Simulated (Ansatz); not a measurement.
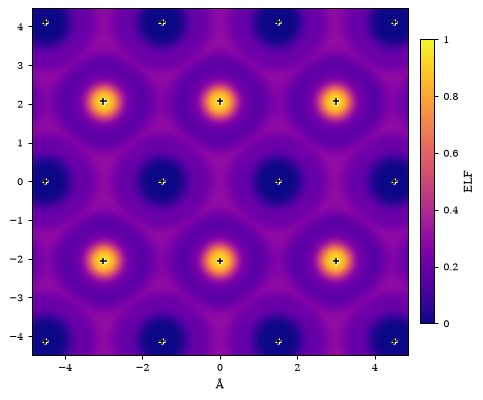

The electron localisation function on a plane through atoms (crosses mark nuclei in the plane).

The calculation used Ansatz 0.2.0, DFT PBE, scalar-relativistic, plane waves, PAW.

Candidates:
A. ZnCu, a = 2.89 Å, b = 2.94 Å, c = 3.00 Å, α = 90.00°, β = 90.00°, γ = 90.00°. Space group Pmmm; changed on purpose from its base cell (strain -0.0200 x Voigt [1, -1, 0, 0, 0, 0], atoms carried along); computed pressure about 2 GPa in this cell; computed without spin polarisation.
B. Zn, a = 2.70 Å, b = 2.70 Å, c = 4.80 Å, α = 90.00°, β = 90.00°, γ = 120.00°. Space group P6₃/mmc; changed on purpose from its base cell (strain +0.015 along x and y, -0.030 along z, atoms carried along).
C. CsPbBr₃, a = 5.58 Å, b = 5.58 Å, c = 5.87 Å, α = 90.00°, β = 90.00°, γ = 90.00°. Space group P4/mmm; changed on purpose from its base cell (strain -0.050 along x and y, +0.000 along z, atoms carried along); computed pressure about 5 GPa in this cell.

Which candidate gave the map?

Answer. Candidate A: ZnCu on the (110) plane of the conventional cell, which holds Zn and Cu. Zn–Cu (2.55 Å): the ELF is about 0.25 at the midpoint: no localised pair shows between them.
